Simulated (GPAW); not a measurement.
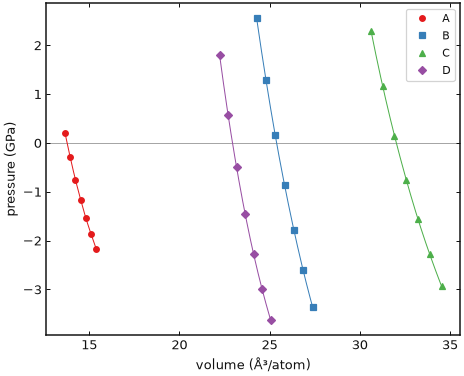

The plot gives the computed pressure against volume, with one curve for each compound, for AgBr, BaS, CaSe and NaH (all in space group Fm-3m (No. 225)). The labels are replaced by letters.

Calculation (GPAW 26.7.0): PAW DFT in plane waves, on a grid or in atomic orbitals, no spin polarisation; energies at scaled volumes of the given cell, shape and fractions fixed, counted from the fit's minimum, third-order Birch-Murnaghan fit. Level: PBEsol.

occupations Fermi–Dirac; smearing width 0.05 eV; potentials PAW data sets made by gpaw setup for the functional.

**Which letter stands for which compound?**

A: NaH; B: CaSe; C: BaS; D: AgBr.
